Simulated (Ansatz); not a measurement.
**Al(111) / 1 layer Ru(0001) / Al(111): resistance against film thickness**

How does the resistance across the layers grow with the film in Al(111) / 1 layer Ru(0001) / Al(111)?

Method: Ansatz plane-wave DFT, PBE, PAW files; ballistic transport by layer matching (Landauer), zero bias; PAW set soft_1, in Ansatz 0.2.0.

## (1) Starting point

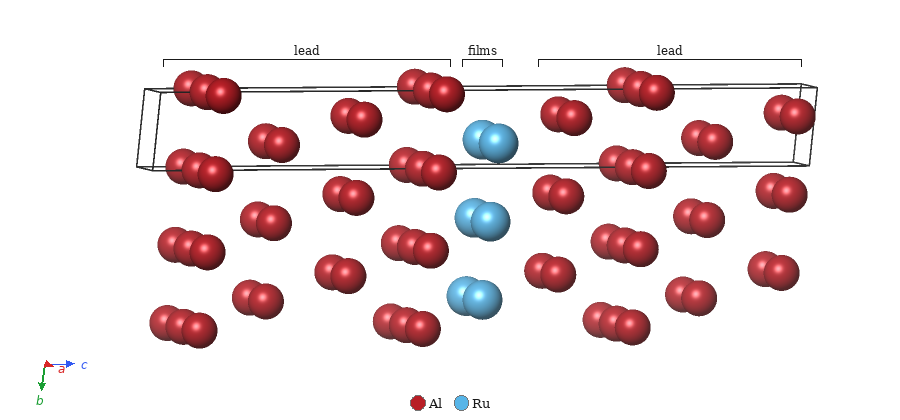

The starting structure, seen from the side, with the c axis across the page (aluminium red, ruthenium blue). 2×3×1 cells are drawn. Some periodic images of atoms are drawn too.

The cell holds 9 atoms: 8 Al and 1 Ru. Cell: a = 2.862 Å, b = 2.862 Å, c = 20.610 Å, α = 90.0°, β = 90.0°, γ = 120.0°. It derives from Al and Ru. Regions: lead, 8 atoms (8 Al); films, 1 atom (1 Ru). The structure is stacked along c, and the current runs across the ab planes.

## (2) With 1 layer

The film is laid into the lead at the lead's in-plane lattice, and the cell closes on the lead's own image. The mesh across the current, 30×30, is finer than the density's, because channels open and close sharply across the zone. Energies from -1 to 1 eV in steps of 0.036 eV cover the slope of the Fermi function at 300 K, so the program can form a conductance.

Contents of input.yaml:

```yaml
crystal:
  lattice:
    - [2.862347037, 0.0, 0.0]
    - [-1.4311735185, 2.4788652485, 0.0]
    - [0.0, 0.0, 20.6099415523]
  atoms:
    - { symbol: Al, position: [0.0, 0.0, 0.0566982823] }
    - { symbol: Al, position: [0.3333333333, 0.6666666667, 0.1700948469] }
    - { symbol: Al, position: [0.6666666667, 0.3333333333, 0.2834914116] }
    - { symbol: Al, position: [0.0, 0.0, 0.3968879762] }
    - { symbol: Ru, position: [0.3333333333, 0.6666666667, 0.5] }
    - { symbol: Al, position: [0.6666666667, 0.3333333333, 0.6031120238] }
    - { symbol: Al, position: [0.0, 0.0, 0.7165085884] }
    - { symbol: Al, position: [0.3333333333, 0.6666666667, 0.8299051531] }
    - { symbol: Al, position: [0.6666666667, 0.3333333333, 0.9433017177] }
kpoints:
  mp_grid: { grid: [15, 15, 2] }
hamiltonian:
  xc: pbe
  pseudopotentials: { kind: paw, azcp: { folder: soft_1 } }
scf:
  occupations: { method: fermi_dirac, width: 0.1 }
output:
  transmission: { leads: [[0, 1]], kmesh: [30, 30], e_range: [-1.0, 1.0], de: 0.036 }
  write_potential: true
  write_density: true
  volumetric_format: npy
  elf: true
```

Launch:

```
> ansatz run input.yaml --threads 4 --pin off --max-ram 15360MiB --backend cpu --events-out ev --progress --plain --runs-dir out
```

Numbers of over 12 decimals in the logs are rounded to 6 here.

The program printed:

```text
Engine: ansatz 0.2.0, aarch64-unknown-linux-gnu
Pseudopotentials: kind: paw
Pseudopotential: Al, paw, valence charge 3, recommended cutoff 420 eV (normal), soft_1/Al.paw.azcp
Pseudopotential: Ru, paw, valence charge 16, recommended cutoff 420 eV (normal), soft_1/Ru.paw.azcp
Functional definition: PBE
  parameter kappa = 0.804
  parameter beta = 0.066725
  exchange = pbe_x(kappa = kappa, mu = beta*pi^2/3)
  correlation = pbe_c(beta = beta)
Crystal: 9 atoms, lattice volume = 146.235 Å³
Basis set: ecut = 420 eV, 2853 PW (Γ)
Bands: 29, of which v1, the nominal top of the filled ones, is band 20 counted from 1 (19 counted from 0)
Symmetry: 12 space group operations
Space group: P-3m1 (ITA 164), of the structure as read, at distance tolerance 5.3e-5 Å
k-points: 54 of 450
Non-local potential: Al, projectors of the file, l = 0: 2, l = 1: 2, l = 2: 1
Non-local potential: Ru, projectors of the file, l = 0: 3, l = 1: 2, l = 2: 2, l = 3: 1
PAW form: soft (Blöchl's): semilocal exchange-correlation on the pseudo side does not see the compensation charge
PAW one-centre angular grid: Al, 110 points (default); XC on 64 Gauss nodes
PAW one-centre angular grid: Ru, 590 points (default); XC on 64 Gauss nodes
Initial density: superposition of atomic densities (chi_scale 0.1, normalization cell, long waves of neutral atoms (reshape's long-wave potential 5.57 eV rms, cloud 2.67 Å wide))
Initial wavefunctions: pseudopotential atomic-orbital guess
Functional: x = pbe(κ = 0.804, μ = 0.219515), c = pbe(β = 0.066725)
SCF iter   1: F=—  HF=-10186.497274 eV  |F-HF|=—  |Δ(HF+E_count)|=         —  Δρ=1.47e-1  dr2=2.39e2  ethr=3.10e-3  ⟨swp⟩=6.8  Hψ=7652  notcnv=0  defer=5
preconditioner: auto → Kerker (q_TF=auto, 2.198 Å⁻¹)  [metal: Δε(μ)=0.011 eV  Ē_g=6.674 eV  σ=0.100 eV  W_gap=0.03  n_scr=14 (ndim 8)  ℏωp=17.4 eV  f_vac=0.000  D(μ)=4.27/eV (n_scr^D=14)]
SCF iter   2: F=—  HF=-10180.137100 eV  |F-HF|=—  |Δ(HF+E_count)|=    6.36e0  Δρ=4.51e-2  dr2=1.70e1  ethr=3.10e-3  ⟨swp⟩=3.3  Hψ=3969  notcnv=0  defer=27
SCF iter   3: F=—  HF=-10179.570983 eV  |F-HF|=—  |Δ(HF+E_count)|=   5.66e-1  Δρ=1.44e-2  dr2=8.90e-1  ethr=3.10e-3  ⟨swp⟩=2.6  Hψ=2894  notcnv=0  defer=29
SCF iter   4: F=—  HF=-10179.555188 eV  |F-HF|=—  |Δ(HF+E_count)|=   1.58e-2  Δρ=1.26e-2  dr2=8.54e-1  ethr=2.23e-3  ⟨swp⟩=2.5  Hψ=2733  notcnv=0  defer=33
SCF iter   5: F=—  HF=-10179.525716 eV  |F-HF|=—  |Δ(HF+E_count)|=   2.95e-2  Δρ=5.00e-3  dr2=1.30e-1  ethr=2.14e-3  ⟨swp⟩=1.0  Hψ=1703  notcnv=0  defer=33
SCF iter   6: F=—  HF=-10179.520546 eV  |F-HF|=—  |Δ(HF+E_count)|=   5.17e-3  Δρ=1.77e-3  dr2=1.73e-2  ethr=3.24e-4  ⟨swp⟩=1.0  Hψ=1525  notcnv=0  defer=38
SCF iter   7: F=—  HF=-10179.519975 eV  |F-HF|=—  |Δ(HF+E_count)|=   5.71e-4  Δρ=2.56e-4  dr2=4.89e-4  ethr=4.32e-5  ⟨swp⟩=1.0  Hψ=1525  notcnv=0  defer=38
SCF iter   8: F=—  HF=-10179.519992 eV  |F-HF|=—  |Δ(HF+E_count)|=   1.73e-5  Δρ=2.75e-5  dr2=7.90e-6  ethr=1.22e-6  ⟨swp⟩=1.5  Hψ=1620  notcnv=0  defer=38
SCF iter   9: F=—  HF=-10179.519994 eV  |F-HF|=—  |Δ(HF+E_count)|=   2.15e-6  Δρ=1.59e-5  dr2=1.10e-6  ethr=1.97e-8  ⟨swp⟩=2.0  Hψ=1921  notcnv=0  defer=38
SCF iter  10: F=-10179.519994 eV  HF=-10179.519994 eV  |F-HF|=8.51e-8  |Δ(HF+E_count)|=   3.56e-8  Δρ=5.60e-6  dr2=9.11e-8  ethr=2.50e-10  ⟨swp⟩=6.5  Hψ=5703  notcnv=0
SCF 1 converged in 10 iterations: F = -10179.519994 eV  dr2 = 9.11e-8
  greatest PAW one-centre occupation: 1.000 electrons in one spin orbital (limit 2), on the Ru atom at site 4 (counted from 0), in its partial waves of l = 0
transmission: 255 of 2548 steps passed
transmission: 515 of 2548 steps passed
[...]
transmission: 2548 of 2548 steps passed
SCF converged after 10 iterations
Free energy (F): -10179.519994 eV
Harris-Foulkes:  -10179.519994 eV  (|F-HF|=8.51e-8)
Internal energy: -10179.372579 eV  (E = F + TS)
E sigma→0 (E₀):  -10179.446286 eV
Entropy (-TS):   -0.147415 eV (-16.379 meV/atom)
Fermi energy:    9.195808 eV
--- Per-component energies (eV) ---
  E_band       = -154.004054
  E_kinetic    = 638.813431
  E_local      = -8300.459969  (includes V_loc(G=0)·N_el)
  E_nonlocal   = 493.972698
  E_hartree    = 3888.060527
  E_xc         = -470.581244
  E_vxc        = -447.084748  (∫ρ·V_xc dr)
  E_paw        = -7257.536430  (= ΣΔE_a)
  E_vpaw       = -315.334242  (= ΣTr[D̂ρ^β])
  E_aug_tail   = 0.000634  (compensation charges beyond the density's cutoff)
  E_ewald      = 828.357774
  E_smearing   = -0.147415  (= −TS)
  E_closure    = 0.000000  (closes the sum)
  Σ components = -10179.519994   (vs F -10179.519994, Δ=0.00e0)
--- Band table (eV; the first three rows and the last of 54) ---
  k-point 0: bands = [... 16 lower, 7.6324, 8.1995, 9.3145, 9.3145, 10.6407, 11.8556, 14.7722, 16.0126, ... 5 higher]
  k-point 1: bands = [... 16 lower, 7.6324, 8.7338, 9.3145, 9.3145, 9.9457, 12.6628, 13.8884, 16.9235, ... 5 higher]
  k-point 2: bands = [... 16 lower, 7.7350, 8.2805, 9.1902, 9.2780, 10.8343, 11.9313, 14.8899, 16.0620, ... 5 higher]
  k-point 53: bands = [... 16 lower, 7.0487, 7.0487, 7.6214, 7.6214, 7.7271, 8.3032, 8.3309, 8.3309, ... 5 higher]
--- Transmission ---
  basis      : 61 plane waves across, 28 finite elements along
  points     : 91, standing for a mesh of 30 x 30
  filling    : by the input's occupations and mesh, since the crystals that have channels conduct as metals do. If one of these is a semiconductor, that mesh has misplaced its level
  energies   : 56 from -1.000000 to 0.980000 eV about the Fermi level, 0.036000 eV apart; the leads are filled to 0.000000 eV, and channels, transmission and decay are at 0.008000 eV
  crystal 0  : Al1, at the sites [0, 1], period 2.3371 Å, over 18.70 Å; its Hamiltonian steps by up to 10.5 meV
    offset         : up to 0.0000 Å between an atom of the period and one for which it stands
    filled         : 7.5 meV over the level at which it is neutral
    channels       : 1.354444e0 a spin
    conductance    : 1.4742e15 S/m² at 300 K; may be off by some 0.0 % by where its bands' edges are placed, 3.7 % from the k-mesh, 0.1 % from the distance to neutral
    slowest decay  : 0.0174 /Å at (0.3333, 0.3000)
  junction   : crystal 0 to crystal 0, 0.70 to 18.97 Å
    transmission   : 9.084520e-1 a spin
    conductance    : 9.9016e14 S/m² at 300 K (1.0021e15 on every other point, 9.9020e14 on every other energy)
    error estimate : 0.0 % from the energy spacing and 0.0 % from band edges of the leads and from resonances (wavevectors taken as independent; lower de), 2.6 % from the k-mesh, 1.9 % from the steps of its leads' Hamiltonians or their offsets (lay more layers), 0.1 % from the distance to neutral
    resistance     : 3.3164e-4 Ω µm² beyond half of each lead's own
```

Elapsed: 62 s, on 4 threads of Arm Neoverse V1, shared host; peak memory 0.52 GiB.

In the SCF lines HF is the Harris–Foulkes energy and dr2 the Hartree energy of the density residual, in eV; the loop may stop once dr2 is under the threshold and the program's other checks hold. Hψ counts applications of the Hamiltonian.

Numbers from this step:

```
free energy                                                                : -10179.5200 eV
energy at zero smearing                                                    : -10179.4463 eV
Fermi energy                                                               : 9.196 eV
cell area                                                                  : 7.095 Å²
step of the lead's potential                                               : 10.5 meV
ballistic conductance of the lead                                          : 1.47e15 S/m²
estimated errors of the lead's conductance                                 : 0, 3.7, 0.1 % (band edges, k-mesh, distance from neutral)
lead conductance per cell                                                  : 1.350 G₀
conductance of the junction                                                : 9.90e14 S/m²
junction conductance per cell                                              : 0.9067 G₀
estimated errors of the junction's conductance                             : 0, 0, 2.6, 1.9, 0.1 % (energy step, band edges, k-mesh, leads' steps, distance from neutral)
area resistance that the stack adds (contact term taken off, spin by spin) : 0.3316 fΩ m²
```

Per spin. Table of transmission, zone mean by energy, zero at the Fermi level:

| energy (eV) | transmission, zone mean |
| --- | --- |
| -1.000 | 0.765 |
| -0.892 | 0.818 |
| -0.784 | 0.831 |
| -0.712 | 0.843 |
| -0.604 | 0.876 |
| -0.496 | 0.892 |
| -0.388 | 0.905 |
| -0.352 | 0.909 |
| -0.316 | 0.906 |
| -0.208 | 0.896 |
| -0.100 | 0.903 |
| -0.064 | 0.913 |
| 0.008 | 0.908 |
| 0.116 | 0.921 |
| 0.188 | 0.904 |
| 0.296 | 0.895 |
| 0.404 | 0.838 |
| 0.512 | 0.870 |
| 0.584 | 0.880 |
| 0.692 | 0.885 |
| 0.800 | 0.890 |
| 0.908 | 0.921 |

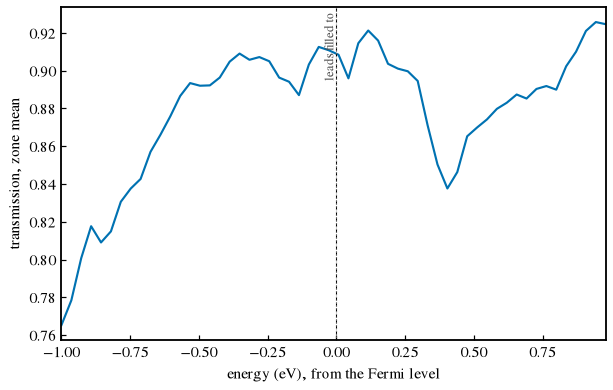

Transmission, zone mean against energy.

Per spin. Table of open channels, zone mean, lead by energy, zero at the Fermi level:

| energy (eV) | open channels, zone mean, lead |
| --- | --- |
| -1.000 | 1.24 |
| -0.892 | 1.27 |
| -0.784 | 1.27 |
| -0.712 | 1.25 |
| -0.604 | 1.28 |
| -0.496 | 1.25 |
| -0.388 | 1.25 |
| -0.316 | 1.27 |
| -0.208 | 1.30 |
| -0.100 | 1.31 |
| 0.008 | 1.35 |
| 0.116 | 1.39 |
| 0.188 | 1.43 |
| 0.296 | 1.44 |
| 0.404 | 1.43 |
| 0.512 | 1.47 |
| 0.584 | 1.51 |
| 0.692 | 1.49 |
| 0.800 | 1.52 |
| 0.908 | 1.52 |

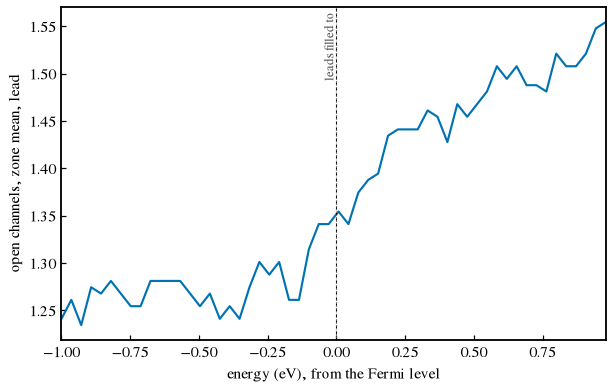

Open channels, zone mean, lead, plotted against energy.

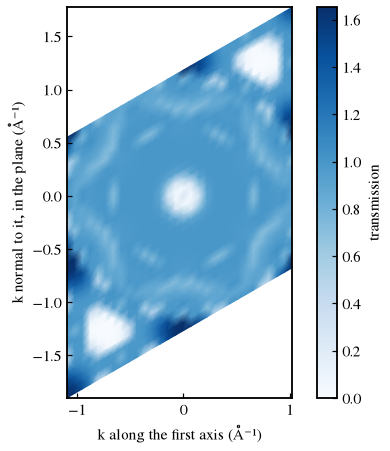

Transmission over k1 and k2. At 0.0080 eV from the Fermi level.

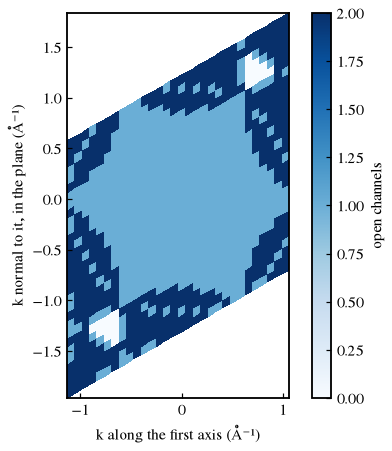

Open channels over k1 and k2. At 0.0080 eV from the Fermi level.

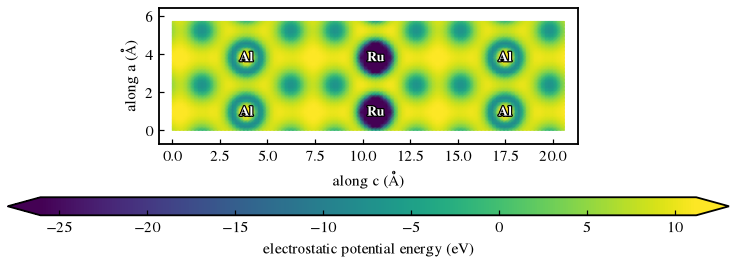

Electrostatic potential energy in the ca plane at fractional y = 0.667, with atoms of Al and Ru within 0.2 Å of it. With pseudopotentials it is smooth inside the atoms' cores, unlike the true potential.

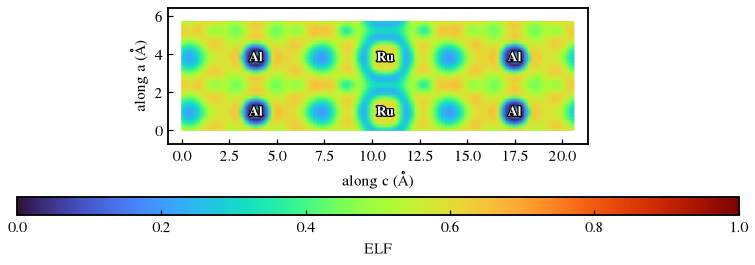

ELF in the ca plane at fractional y = 0.667, with atoms of Al and Ru within 0.2 Å of it. It is the smooth field of the valence electrons, not physical close to the nuclei.

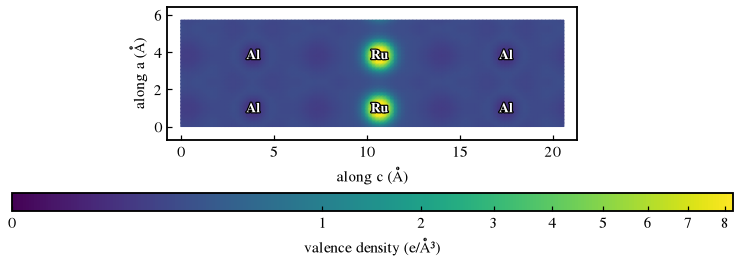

Valence density in the ca plane at fractional y = 0.667, with atoms of Al and Ru within 0.2 Å of it. It is the smooth field of the valence electrons, not physical close to the nuclei. The colour scale is stretched toward low values.

The lead's potential steps by 10 meV from period to period, small in itself. The program estimates the junction's conductance to 2.6 % from the k-mesh, 0.1 % from the leads' distance from neutral and 1.9 % from their steps.

By hand: 1/G − 1/G_lead = 1/0.9902 − 1/1.474 = 0.332 fΩ m² with G in 10¹⁵ S/m².

## (3) With 3 layers, k-mesh 15×15×1, film layers 3

The stack now holds 3 film layers; the k-mesh follows the cell, and the energies span -0.27 to 0.27 eV.

System of this step: Al(111) / 3 layers Ru(0001) / Al(111). The cell holds 11 atoms: 8 Al and 3 Ru. Its edges and angles: a = 2.862 Å, b = 2.862 Å, c = 24.436 Å, α = 90.0°, β = 90.0°, γ = 120.0°. It derives from Al and Ru. Regions: lead, 8 atoms (8 Al); films, 3 atoms (3 Ru). The structure is stacked along c, and the current runs across the ab planes.

Contents of input.yaml:

```yaml
crystal:
  lattice:
    - [2.862347037, 0.0, 0.0]
    - [-1.4311735185, 2.4788652485, 0.0]
    - [0.0, 0.0, 24.4362795502]
  atoms:
    - { symbol: Al, position: [0.0, 0.0, 0.0478202208] }
    - { symbol: Al, position: [0.3333333333, 0.6666666667, 0.1434606625] }
    - { symbol: Al, position: [0.6666666667, 0.3333333333, 0.2391011042] }
    - { symbol: Al, position: [0.0, 0.0, 0.3347415459] }
    - { symbol: Ru, position: [0.3333333333, 0.6666666667, 0.4217078445] }
    - { symbol: Ru, position: [0.6666666667, 0.3333333333, 0.5] }
    - { symbol: Ru, position: [0.3333333333, 0.6666666667, 0.5782921555] }
    - { symbol: Al, position: [0.6666666667, 0.3333333333, 0.6652584541] }
    - { symbol: Al, position: [0.0, 0.0, 0.7608988958] }
    - { symbol: Al, position: [0.3333333333, 0.6666666667, 0.8565393375] }
    - { symbol: Al, position: [0.6666666667, 0.3333333333, 0.9521797792] }
kpoints:
  mp_grid: { grid: [15, 15, 1] }
hamiltonian:
  xc: pbe
  pseudopotentials: { kind: paw, azcp: { folder: soft_1 } }
scf:
  occupations: { method: fermi_dirac, width: 0.1 }
output:
  transmission:
    leads: [[0, 1]]
    kmesh: [30, 30]
    e_range: [-0.27, 0.27]
    de: 0.036
  write_potential: true
  write_density: true
  volumetric_format: npy
```

The program printed:

```text
[...]
Crystal: 11 atoms, lattice volume = 173.385 Å³
Basis set: ecut = 420 eV, 3417 PW (Γ)
Bands: 47, of which v1, the nominal top of the filled ones, is band 36 counted from 1 (35 counted from 0)
Symmetry: 6 space group operations
[...]
k-points: 27 of 225 (time reversal used)
[...]
--- Transmission ---
  basis      : 61 plane waves across, 35 finite elements along
  points     : 91, standing for a mesh of 30 x 30
[...]
filled         : 1.6 meV over the level at which it is neutral
    channels       : 1.341111e0 a spin
[...]
slowest decay  : 0.0130 /Å at (0.3333, 0.3000)
  junction   : crystal 0 to crystal 0, 0.70 to 22.80 Å
    transmission   : 2.719059e-1 a spin
[...]
resistance     : 2.6437e-3 Ω µm² beyond half of each lead's own
[key lines of the parts left out:]
SCF converged after 10 iterations
Free energy (F): -21936.535839 eV
Fermi energy:    11.511764 eV
```

The job ended after 36 s (4 threads; peak memory 0.52 GiB).

This step gave:

```
free energy                                                                : -21936.5358 eV
energy at zero smearing                                                    : -21936.4391 eV
Fermi energy                                                               : 11.51 eV
step of the lead's potential                                               : 14.9 meV
estimated errors of the lead's conductance                                 : 0, 3.7, 0 % (band edges, k-mesh, distance from neutral)
lead conductance per cell                                                  : 1.348 G₀
conductance of the junction                                                : 3.01e14 S/m²
junction conductance per cell                                              : 0.2756 G₀
estimated errors of the junction's conductance                             : 0.4, 0, 9.2, 13.2, 0.1 % (energy step, band edges, k-mesh, leads' steps, distance from neutral)
area resistance that the stack adds (contact term taken off, spin by spin) : 2.644 fΩ m²
```

Per spin. The transmission, zone mean by energy, zero at the Fermi level:

| energy (eV) | transmission, zone mean |
| --- | --- |
| -0.270 | 0.270 |
| -0.234 | 0.268 |
| -0.198 | 0.271 |
| -0.162 | 0.272 |
| -0.126 | 0.264 |
| -0.090 | 0.263 |
| -0.054 | 0.272 |
| -0.018 | 0.276 |
| 0.018 | 0.272 |
| 0.054 | 0.278 |
| 0.090 | 0.287 |
| 0.126 | 0.315 |
| 0.162 | 0.357 |
| 0.198 | 0.382 |
| 0.234 | 0.382 |
| 0.270 | 0.387 |

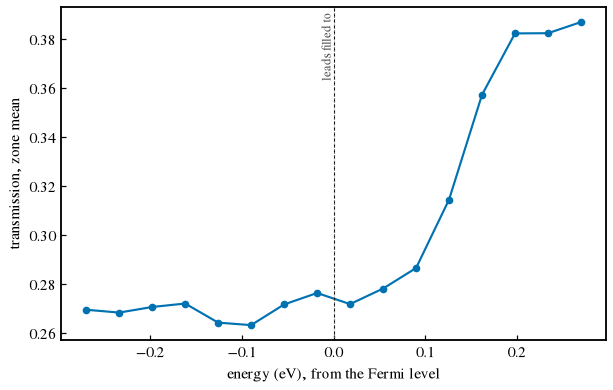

Transmission, zone mean, plotted against energy.

The conductance of the junction is 3.0e14 S/m², 0.30 times the 9.9e14 S/m² of the last finished run.

(Continued in part 2 of 2.)

[Logs are printed without paths, hosts, clocks, repeated set-up lines and the standing remarks that a program may print on its own settings, such as how far it seeks lower states.]

[Hosts, paths, dates, database ids (printed as entryN), source tags and the programs' standing remarks are cut or masked in the printed files.]
